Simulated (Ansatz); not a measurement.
**RbBr: density, localisation and related maps**

```
CELL_PARAMETERS angstrom
0.00000 4.02519 0.00000
0.00000 0.00000 4.19290
4.02519 0.00000 0.00000
ATOMIC_POSITIONS crystal
Rb 0.00000 0.00000 0.97686
Br 0.50000 0.50000 0.52476
```

Space group Pmm2; a structure from a database of computed crystals, not necessarily the ambient phase; changed on purpose from its base cell (mode 4 frozen in at -0.104 Å, equal normal strain along x and y -0.0400).

Computed with Ansatz, DFT PBE, scalar-relativistic, plane waves, PAW.

Core electrons are frozen (PAW), and the valence fields are smoothed inside the atomic spheres.

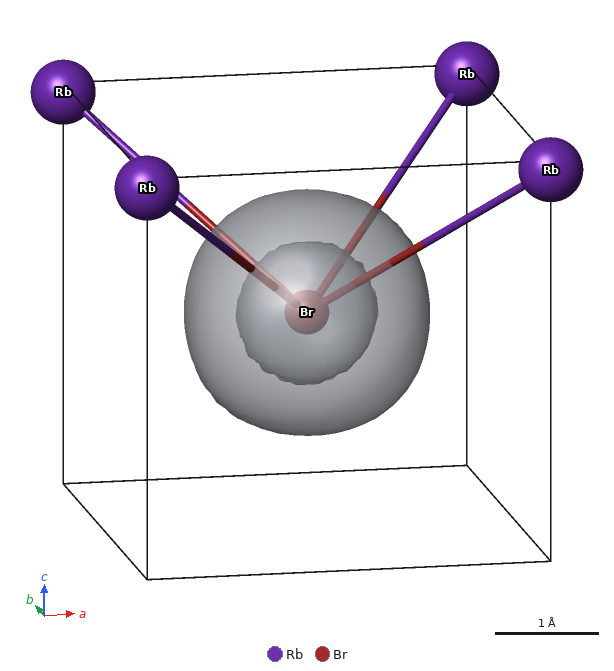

Figure 1. Isosurface of the ELF at 0.8 (grey), seen slightly off an axis. Core shells and regions of very low density are left out. Sticks mark near contacts.

> Describe the localisation domains.

The ELF exceeds this value in one region wrapped around Br (its valence shell), counted in one cell of 2 atoms. Regions shared between cells count once.


Rb–Br (3.43 Å): the ELF is about 0.10 at the midpoint (a largely ionic contact). Rb–Br (3.65 Å): the ELF is about 0.05 at the midpoint (a largely ionic contact).

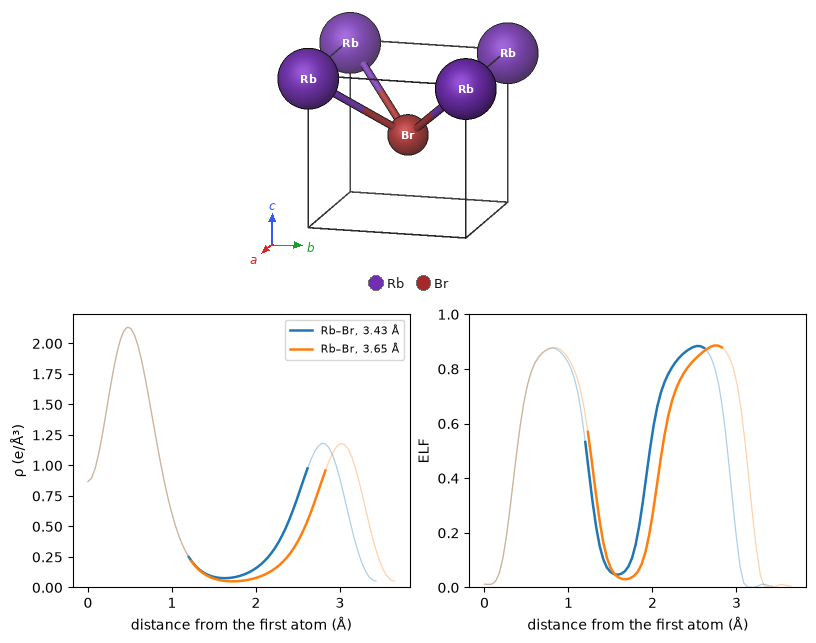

Figure 2. Valence pseudo-density and electron localisation function along straight lines between neighbouring atoms. Thin, pale parts lie inside the atomic spheres. The structure is drawn too.

> What can be read from the curves?

Rb–Br (3.43 Å): ρ is about 0.08 e/Å³ halfway; the ELF is about 0.10 at the midpoint: a closed-shell, largely ionic contact.
Rb–Br (3.65 Å): the density is about 0.05 e/Å³ at the midpoint; the ELF is about 0.05 at the midpoint; a closed-shell, largely ionic contact.

> Does the calculation make it a metal, or give it a gap?

It is gapped, with a Kohn–Sham gap of 4.1 eV on the k-point mesh, an upper bound to the gap of this method.
